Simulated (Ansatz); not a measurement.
```cif
data_structure
_symmetry_space_group_name_H-M 'P 1'
_symmetry_Int_Tables_number 1
_cell_length_a 2.4896
_cell_length_b 4.3122
_cell_length_c 8.2143
_cell_angle_alpha 90.000
_cell_angle_beta 90.000
_cell_angle_gamma 90.000
_cell_volume 88.19
loop_
_atom_site_label
_atom_site_type_symbol
_atom_site_fract_x
_atom_site_fract_y
_atom_site_fract_z
_atom_site_occupancy
C1 C 0.96566 0.00000 0.09294 1
C2 C 0.46566 0.50000 0.09294 1
C3 C 0.03434 0.00000 0.59294 1
C4 C 0.53434 0.50000 0.59294 1
C5 C 0.03434 0.00000 0.40706 1
C6 C 0.53434 0.50000 0.40706 1
C7 C 0.96566 0.00000 0.90706 1
C8 C 0.46566 0.50000 0.90706 1
C9 C 0.97155 0.33333 0.15554 1
C10 C 0.47155 0.83333 0.15554 1
C11 C 0.52845 0.16667 0.65554 1
C12 C 0.02845 0.66667 0.65554 1
C13 C 0.02845 0.33333 0.34446 1
C14 C 0.52845 0.83333 0.34446 1
C15 C 0.47155 0.16667 0.84446 1
C16 C 0.97155 0.66667 0.84446 1
```

Space group C222₁; a point of a scan over the structure, not its minimum; not relaxed (largest force 0.6 eV/Å); PAW files of the earlier set (soft_1).

These are results of Ansatz 0.2.0, DFT LDA, scalar-relativistic, plane waves, PAW, not measurements.

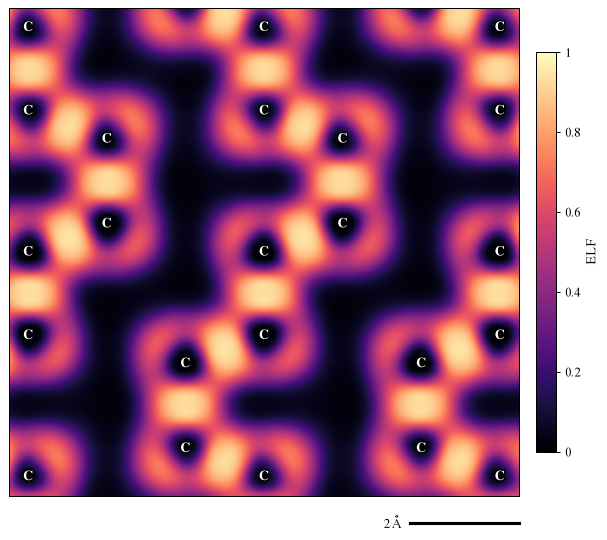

C. Electron localisation function on the (100) plane of the conventional cell.

In a PAW calculation such maps are meaningful between the atoms, not at the nuclei.

### What do the fields say about this system?

The section cuts through C sites. C–C (1.53 Å): the ELF peaks at about 0.95 between the atoms; localised, covalent bonding. C–C (1.56 Å): the ELF peaks at about 0.95 between the atoms, as expected for a shared electron pair.

### Metal or insulator at this level of theory?

It is gapped, with a Kohn–Sham gap of 4.6 eV on the k-point mesh, an upper bound to the gap of this method.
